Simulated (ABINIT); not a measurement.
Run report: Ag, workfunction calculation

System: Ag (slab, 6 atoms in the cell).
Method: Kohn-Sham DFT of a periodic cell, PBE, JTH PAW PBE v2.0, no spin polarisation (ABINIT 10.8.3).

The structure derives from an entry of the Crystallography Open Database.

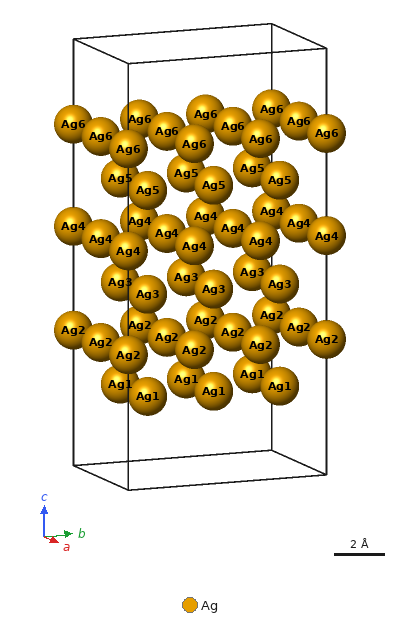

The structure (spheres-only view of the 2 × 3 repeat of the cell, with the vacuum cut short, seen slightly off an axis; atoms are numbered from 1 in the order of the input). An atom can appear more than once, as a periodic image.

The input
```
pp_dirpath "./"
pseudos "Ag.GGA_PBE-JTH.xml"

acell 5.4601363597 5.4601363597 47.6503890955
rprim
     1.0000000000     0.0000000000     0.0000000000
     0.0000000000     1.0000000000     0.0000000000
     0.0000000000     0.0000000000     1.0000000000
ntypat 1
znucl 47
natom 6
typat 1 1 1 1 1 1
xcart
     1.4446898650     1.4446898650     7.3374646489
     0.0000000000     0.0000000000     9.4082747265
     1.4446898650     1.4446898650    11.5372995768
     0.0000000000     0.0000000000    13.6782006754
     1.4446898650     1.4446898650    15.8072252735
     0.0000000000     0.0000000000    17.8780353511 Angstrom
chkprim 0
chksymtnons 0
tolsym 1.0e-6

ecut 17.0
pawecutdg 34.0
pawxcdev 0

kptopt 1
ngkpt 9 9 1
nshiftk 1
shiftk 0.0 0.0 0.0

ixc 11

nband 40
occopt 3
tsmear 0.00183747

nstep 120
tolvrs 1.0e-9

iomode 3
prtwf 0
prteig 0
prtebands 0
prtden 1
prtvha 1
prtvclmb 1
prtpot 1
```

Machine: 4 threads of Arm Neoverse V1, 24 GiB of memory available, shared host.

Run as:
```bash
mpirun --bind-to none -np 4 abinit run.abi > log 2>&1
```

Output
```
.Version 10.8.3 of ABINIT
 Symmetries : space group P4/n m m (#129); Bravais tP (primitive tetrag.)
================================================================================
 Values of the parameters that define the memory need of the present run
     intxc =       0    ionmov =       0      iscf =      17    lmnmax =      18
     lnmax =       6     mgfft =     180  mpssoang =       3    mqgrid =   12508
     natom =       6  nloc_mem =       2    nspden =       1   nspinor =       1
    nsppol =       1      nsym =      16    n1xccc =       1    ntypat =       1
    occopt =       3   xclevel =       2
       mpw =        4790          nfft =      103680          nkpt =          15
Pmy_natom=         2
 PAW method is used; the additional fine FFT grid is defined by:
   mgfftf=       256    nfftf =    230400
================================================================================
================================================================================

--------------------------------------------------------------------------------
------------- Echo of variables that govern the present computation ------------
--------------------------------------------------------------------------------
 -outvars: echo values of preprocessed input variables --------
            acell      5.4601363597E+00  5.4601363597E+00  4.7650389096E+01 Bohr
              amu      1.07868200E+02
          chkprim           0
      chksymtnons           0
             ecut      1.70000000E+01 Hartree
              ixc          11
         kptrlatt        9    0    0      0    9    0      0    0    1
          kptrlen      4.91412272E+01
            natom           6
            nband          40
            ngfft          24      24     180
          ngfftdg          30      30     256
             nkpt          15
            nstep         120
             nsym          16
           ntypat           1
           occopt           3
        pawecutdg      3.40000000E+01 Hartree
         pawxcdev           0
        prtebands           0
           prteig           0
           prtpot           1
         prtvclmb           1
           prtvha           1
            prtwf           0
          spgroup         129
           tolsym      1.00000000E-06
           tolvrs      1.00000000E-09
           tsmear      1.83747000E-03 Hartree
            typat      1  1  1  1  1  1
           useylm           1
           xangst      1.4446898645E+00  1.4446898645E+00  7.3374646489E+00
                       4.9602081361E-10  4.9602081361E-10  9.4082747265E+00
                       1.4446898645E+00  1.4446898645E+00  1.1537299451E+01
                       4.9602081361E-10  4.9602081361E-10  1.3678200549E+01
                       1.4446898645E+00  1.4446898645E+00  1.5807225274E+01
                       4.9602081361E-10  4.9602081361E-10  1.7878035351E+01
            xcart      2.7300681808E+00  2.7300681808E+00  1.3865798645E+01
                       9.3734349047E-10  9.3734349047E-10  1.7779062550E+01
                       2.7300681808E+00  2.7300681808E+00  2.1802336194E+01
                       9.3734349047E-10  9.3734349047E-10  2.5848052933E+01
                       2.7300681808E+00  2.7300681808E+00  2.9871326577E+01
                       9.3734349047E-10  9.3734349047E-10  3.3784590483E+01
             xred      5.0000000017E-01  5.0000000017E-01  2.9099025020E-01
                       1.7167034461E-10  1.7167034461E-10  3.7311474025E-01
                       5.0000000017E-01  5.0000000017E-01  4.5754791531E-01
                       1.7167034461E-10  1.7167034461E-10  5.4245208537E-01
                       5.0000000017E-01  5.0000000017E-01  6.2688526042E-01
                       1.7167034461E-10  1.7167034461E-10  7.0900975048E-01
            znucl       47.00000

================================================================================

 chkinp: Checking input parameters for consistency.

================================================================================
== DATASET  1 ==================================================================

--- !DatasetInfo
iteration_state: {dtset: 1, }
dimensions: {natom: 6, nkpt: 15, mband: 40, nsppol: 1, nspinor: 1, nspden: 1, mpw: 4790, }
cutoff_energies: {ecut:  17.0, pawecutdg:  34.0, }
electrons: {nelect:   6.60000000E+01, charge:   0.00000000E+00, occopt:   3.00000000E+00, tsmear:   1.83747000E-03, }
meta: {optdriver: 0, ionmov: 0, optcell: 0, iscf: 17, paral_kgb: 0, }
...

 Exchange-correlation functional for the present dataset will be:
  GGA: Perdew-Burke-Ernzerhof functional - ixc=11
  J.P.Perdew, K.Burke, M.Ernzerhof, PRL 77, 3865 (1996)

 Real(R)+Recip(G) space primitive vectors, cartesian coordinates (Bohr,Bohr^-1):
 R(1)=  5.4601364  0.0000000  0.0000000  G(1)=  0.1831456  0.0000000  0.0000000
 R(2)=  0.0000000  5.4601364  0.0000000  G(2)=  0.0000000  0.1831456  0.0000000
 R(3)=  0.0000000  0.0000000 47.6503891  G(3)=  0.0000000  0.0000000  0.0209862
 Unit cell volume ucvol=  1.4206053E+03 bohr^3
 Angles (23,13,12)=  9.00000000E+01  9.00000000E+01  9.00000000E+01 degrees

 Coarse grid specifications (used for wave-functions):

 getcut: wavevector=  0.0000  0.0000  0.0000  ngfft=  24  24 180
         ecut(hartree)=     17.000   => boxcut(ratio)=   2.03524

 Fine grid specifications (used for densities):

 getcut: wavevector=  0.0000  0.0000  0.0000  ngfft=  30  30 256
         ecut(hartree)=     34.000   => boxcut(ratio)=   2.04677

--- Pseudopotential description ------------------------------------------------
- pspini: atom type   1  psp file is ./Ag.GGA_PBE-JTH.xml
 Pseudopotential format is: paw10
 basis_size (lnmax)=  6 (lmn_size= 18), orbitals=   0   0   1   1   2   2
 Spheres core radius: rc_sph= 2.51516130
 Shapefunction is BESSEL type: shapef(r,l)=aa(1,l)*jl(q(1,l)*r)+aa(2,l)*jl(q(2,l)*r)
 Radius for shape functions =  2.20290272
 Compensation charge density is not taken into account in XC energy/potential

   1.60137885E+04                                ecore*ucvol(ha*bohr**3)
--------------------------------------------------------------------------------

================================================================================

--- !BeginCycle
iteration_state: {dtset: 1, }
solver: {iscf: 17, nstep: 120, nline: 4, wfoptalg: 10, }
tolerances: {tolvrs: 1.00E-09, }
...

     iter   Etot(hartree)      deltaE(h)  residm     nres2
 ETOT  1  -229.28044708223    -2.293E+02 2.566E-02 1.147E+01
 ETOT  2  -229.30705179714    -2.660E-02 1.178E-03 1.922E+00
 ETOT  3  -229.29459697432     1.245E-02 4.423E-04 4.266E-02
 ETOT  4  -229.29424379922     3.532E-04 1.710E-04 5.927E-03
 ETOT  5  -229.29416178505     8.201E-05 2.552E-05 1.389E-03
 ETOT  6  -229.29409095209     7.083E-05 1.130E-05 9.088E-04
 ETOT  7  -229.29401959178     7.136E-05 5.750E-06 5.235E-04
 ETOT  8  -229.29398804095     3.155E-05 2.842E-06 3.664E-04
 ETOT  9  -229.29394162238     4.642E-05 8.573E-06 2.175E-04
 ETOT 10  -229.29391958413     2.204E-05 1.157E-05 1.427E-04
 ETOT 11  -229.29391230029     7.284E-06 7.166E-06 1.078E-04
 ETOT 12  -229.29390874505     3.555E-06 1.345E-05 7.957E-05
 ETOT 13  -229.29391084323    -2.098E-06 4.044E-05 6.668E-05
 ETOT 14  -229.29391417093    -3.328E-06 4.371E-05 5.737E-05
 ETOT 15  -229.29391721964    -3.049E-06 1.265E-04 5.071E-05
 ETOT 16  -229.29392496751    -7.748E-06 8.877E-05 3.791E-05
 ETOT 17  -229.29394467583    -1.971E-05 8.663E-05 2.010E-05
 ETOT 18  -229.29396908367    -2.441E-05 2.524E-05 4.384E-06
 ETOT 19  -229.29397714005    -8.056E-06 1.219E-05 1.437E-07
 ETOT 20  -229.29397729405    -1.540E-07 6.828E-06 4.951E-08
 ETOT 21  -229.29397733031    -3.627E-08 1.266E-06 2.766E-08
 ETOT 22  -229.29397738704    -5.673E-08 1.758E-06 1.467E-09
 ETOT 23  -229.29397738828    -1.237E-09 4.850E-07 1.012E-09
 ETOT 24  -229.29397739082    -2.542E-09 6.178E-07 3.578E-10

 At SCF step   24       nres2   =  3.58E-10 < tolvrs=  1.00E-09 =>converged.

 Cartesian components of stress tensor (hartree/bohr^3)
  sigma(1 1)=  4.43094832E-06  sigma(3 2)=  0.00000000E+00
  sigma(2 2)=  4.43094832E-06  sigma(3 1)=  0.00000000E+00
  sigma(3 3)= -6.19023872E-08  sigma(2 1)=  0.00000000E+00

--- !ResultsGS
iteration_state: {dtset: 1, }
comment   : Summary of ground state results
lattice_vectors:
- [  5.4601364,   0.0000000,   0.0000000, ]
- [  0.0000000,   5.4601364,   0.0000000, ]
- [  0.0000000,   0.0000000,  47.6503891, ]
lattice_lengths: [   5.46014,    5.46014,   47.65039, ]
lattice_angles: [ 90.000,  90.000,  90.000, ] # degrees, (23, 13, 12)
lattice_volume:   1.4206053E+03
convergence: {deltae: -2.542E-09, res2:  3.578E-10, residm:  6.178E-07, diffor: null, }
etotal    :  -2.29293977E+02
entropy   :   0.00000000E+00
fermie    :  -1.23161053E-02
cartesian_stress_tensor: # hartree/bohr^3
- [  4.43094832E-06,   0.00000000E+00,   0.00000000E+00, ]
- [  0.00000000E+00,   4.43094832E-06,   0.00000000E+00, ]
- [  0.00000000E+00,   0.00000000E+00,  -6.19023872E-08, ]
pressure_GPa:  -8.6302E-02
xred      :
- [  5.0000E-01,   5.0000E-01,   2.9099E-01, Ag]
- [  1.7167E-10,   1.7167E-10,   3.7311E-01, Ag]
- [  5.0000E-01,   5.0000E-01,   4.5755E-01, Ag]
- [  1.7167E-10,   1.7167E-10,   5.4245E-01, Ag]
- [  5.0000E-01,   5.0000E-01,   6.2689E-01, Ag]
- [  1.7167E-10,   1.7167E-10,   7.0901E-01, Ag]
cartesian_forces: # hartree/bohr
- [  1.15581129E-30,   4.81588037E-32,   1.38304326E-05, ]
- [ -3.46743387E-30,  -3.70822788E-30,   4.41267312E-05, ]
- [ -3.46743387E-30,  -4.57508635E-30,  -3.31398489E-05, ]
- [  5.77905644E-30,   4.67140396E-30,   3.31398489E-05, ]
- [ -1.15581129E-30,   3.51559267E-30,  -4.41267312E-05, ]
- [  1.15581129E-30,   4.81588037E-32,  -1.38304326E-05, ]
force_length_stats: {min:   1.38304326E-05, max:   4.41267312E-05, mean:   3.03656709E-05, }
...

 Integrated electronic density in atomic spheres:
 ------------------------------------------------
 Atom  Sphere_radius  Integrated_density
    1        2.51516          9.72938638
    2        2.51516          9.77865300
    3        2.51516          9.77741483
    4        2.51516          9.77741483
    5        2.51516          9.77865300
    6        2.51516          9.72938639

================================================================================

 ----iterations are completed or convergence reached----

 Mean square residual over all n,k,spin=   13.339E-10; max=  61.776E-08
 reduced coordinates (array xred) for    6 atoms
       0.500000000172      0.500000000172      0.290990250198
       0.000000000172      0.000000000172      0.373114740254
       0.500000000172      0.500000000172      0.457547915311
       0.000000000172      0.000000000172      0.542452085367
       0.500000000172      0.500000000172      0.626885260424
       0.000000000172      0.000000000172      0.709009750480
 rms dE/dt=  9.0364E-04; max dE/dt=  2.1027E-03; dE/dt below (all hartree)
    1       0.000000000000      0.000000000000     -0.000659025495
    2       0.000000000000      0.000000000000     -0.002102655911
    3       0.000000000000      0.000000000000      0.001579126694
    4      -0.000000000000     -0.000000000000     -0.001579126694
    5       0.000000000000     -0.000000000000      0.002102655911
    6       0.000000000000      0.000000000000      0.000659025495

 cartesian coordinates (angstrom) at end:
    1      1.44468986450398     1.44468986450398     7.33746464890000
    2      0.00000000049602     0.00000000049602     9.40827472650000
    3      1.44468986450398     1.44468986450398    11.53729945070000
    4      0.00000000049602     0.00000000049602    13.67820054930001
    5      1.44468986450398     1.44468986450398    15.80722527350000
    6      0.00000000049602     0.00000000049602    17.87803535110000

 cartesian forces (hartree/bohr) at end:
    1      0.00000000000000     0.00000000000000     0.00001383043261
    2     -0.00000000000000    -0.00000000000000     0.00004412673119
    3     -0.00000000000000    -0.00000000000000    -0.00003313984889
    4      0.00000000000000     0.00000000000000     0.00003313984889
    5     -0.00000000000000     0.00000000000000    -0.00004412673119
    6      0.00000000000000     0.00000000000000    -0.00001383043261
 frms,max,avg= 1.8963998E-05 4.4126731E-05   0.000E+00  0.000E+00  0.000E+00 h/b

 cartesian forces (eV/Angstrom) at end:
    1      0.00000000000000     0.00000000000000     0.00071118943947
    2     -0.00000000000000    -0.00000000000000     0.00226908775015
    3     -0.00000000000000    -0.00000000000000    -0.00170411954675
    4      0.00000000000000     0.00000000000000     0.00170411954675
    5     -0.00000000000000     0.00000000000000    -0.00226908775015
    6      0.00000000000000     0.00000000000000    -0.00071118943947
 frms,max,avg= 9.7516797E-04 2.2690878E-03   0.000E+00  0.000E+00  0.000E+00 e/A
 length scales=  5.460136359700  5.460136359700 47.650389095500 bohr
              =  2.889379728016  2.889379728016 25.215499982893 angstroms
 Fermi (or HOMO) energy (hartree) =  -0.01232   Average Vxc (hartree)=  -0.25094
 Eigenvalues (hartree) for nkpt=  15  k points:
 kpt#   1, nband= 40, wtk=  0.01235, kpt=  0.0000  0.0000  0.0000 (reduced coord)
  -0.28007   -0.25751   -0.23740   -0.23386   -0.23281   -0.22679   -0.22130   -0.21674
  -0.21580   -0.20374   -0.19327   -0.19019   -0.17824   -0.17824   -0.16908   -0.16908
  -0.15973   -0.15756   -0.15467   -0.15467   -0.15217   -0.14353   -0.13939   -0.13804
  -0.13804   -0.13341   -0.12736   -0.12459   -0.12326   -0.12326   -0.11984   -0.11943
  -0.11675   -0.11675   -0.06502    0.00107    0.03384    0.13223    0.14566    0.18889
      occupation numbers for kpt#   1
   2.00000    2.00000    2.00000    2.00000    2.00000    2.00000    2.00000    2.00000
   2.00000    2.00000    2.00000    2.00000    2.00000    2.00000    2.00000    2.00000
   2.00000    2.00000    2.00000    2.00000    2.00000    2.00000    2.00000    2.00000
   2.00000    2.00000    2.00000    2.00000    2.00000    2.00000    2.00000    2.00000
   2.00000    2.00000    2.00000    0.00137    0.00000    0.00000    0.00000    0.00000
 prteigrs : prtvol=0 or 1, do not print more k-points.

--- !EnergyTerms
iteration_state     : {dtset: 1, }
comment             : Components of total free energy in Hartree
kinetic             :  6.05863796146599E+01
hartree             :  9.42450874476263E+02
xc                  : -7.34483569783503E+01
Ewald energy        :  7.12122403208454E+02
psp_core            :  1.12725107958910E+01
local_psp           : -1.91469382555397E+03
PAW spherical_terms :  3.24163919391874E+01
internal            : -2.29293622497867E+02
'-kT*entropy'       : -3.69929073339467E-04
total_energy        : -2.29293992426940E+02
total_energy_eV     : -6.23940739181251E+03
...

--- !EnergyTermsDC
iteration_state     : {dtset: 1, }
comment             : '"Double-counting" decomposition of free energy'
band_energy         : -1.08111246442073E+01
Ewald energy        :  7.12122403208454E+02
psp_core            :  1.12725107958910E+01
xc_dc               : -9.92781824890801E+02
PAW spherical_terms :  5.09044280689129E+01
internal            : -2.29293607461750E+02
'-kT*entropy'       : -3.69929073339467E-04
total_energy_dc     : -2.29293977390823E+02
total_energy_dc_eV  : -6.23940698265893E+03
...

--- !EnergyTermsWithPAWCore
iteration_state     : {dtset: 1, }
comment             : 'Components of total free energy, including PAW core contributions'
Total energy        : -3.18967741107885E+04
Total energy DC     : -3.18967740957524E+04
Total energy (eV)   : -8.67955440329473E+05
Total energy DC (eV): -8.67955439920319E+05
...

 Cartesian components of stress tensor (hartree/bohr^3)
  sigma(1 1)=  4.43094832E-06  sigma(3 2)=  0.00000000E+00
  sigma(2 2)=  4.43094832E-06  sigma(3 1)=  0.00000000E+00
  sigma(3 3)= -6.19023872E-08  sigma(2 1)=  0.00000000E+00

-Cartesian components of stress tensor (GPa)         [Pressure= -8.6302E-02 GPa]
- sigma(1 1)=  1.30363000E-01  sigma(3 2)=  0.00000000E+00
- sigma(2 2)=  1.30363000E-01  sigma(3 1)=  0.00000000E+00
- sigma(3 3)= -1.82123111E-03  sigma(2 1)=  0.00000000E+00

== END DATASET(S) ==============================================================
================================================================================

 -outvars: echo values of variables after computation  --------
            acell      5.4601363597E+00  5.4601363597E+00  4.7650389096E+01 Bohr
           etotal     -2.2929397739E+02
            fcart      1.1558112886E-30  4.8158803691E-32  1.3830432612E-05
                      -3.4674338658E-30 -3.7082278842E-30  4.4126731187E-05
                      -3.4674338658E-30 -4.5750863507E-30 -3.3139848886E-05
                       5.7790564429E-30  4.6714039580E-30  3.3139848886E-05
                      -1.1558112886E-30  3.5155926695E-30 -4.4126731187E-05
                       1.1558112886E-30  4.8158803691E-32 -1.3830432612E-05
           strten      4.4309483171E-06  4.4309483171E-06 -6.1902387178E-08
                       0.0000000000E+00  0.0000000000E+00  0.0000000000E+00
           xangst      1.4446898645E+00  1.4446898645E+00  7.3374646489E+00
                       4.9602081361E-10  4.9602081361E-10  9.4082747265E+00
                       1.4446898645E+00  1.4446898645E+00  1.1537299451E+01
                       4.9602081361E-10  4.9602081361E-10  1.3678200549E+01
                       1.4446898645E+00  1.4446898645E+00  1.5807225274E+01
                       4.9602081361E-10  4.9602081361E-10  1.7878035351E+01
             xred      5.0000000017E-01  5.0000000017E-01  2.9099025020E-01
                       1.7167034461E-10  1.7167034461E-10  3.7311474025E-01
                       5.0000000017E-01  5.0000000017E-01  4.5754791531E-01
                       1.7167034461E-10  1.7167034461E-10  5.4245208537E-01
                       5.0000000017E-01  5.0000000017E-01  6.2688526042E-01
                       1.7167034461E-10  1.7167034461E-10  7.0900975048E-01
 Calculation completed.
```

Summary

- outcome: converged
- electrons treated: 66
- free energy: −6239.4070 eV
- work function: 4.30 eV
- Fermi energy: −0.335 eV
- gap on the k-point mesh: none (metallic)
- largest force (length of the vector): 0.002 eV/Å
- wall time: 82 s (CPU time 5.5 min)
- peak memory: 0.68 GiB
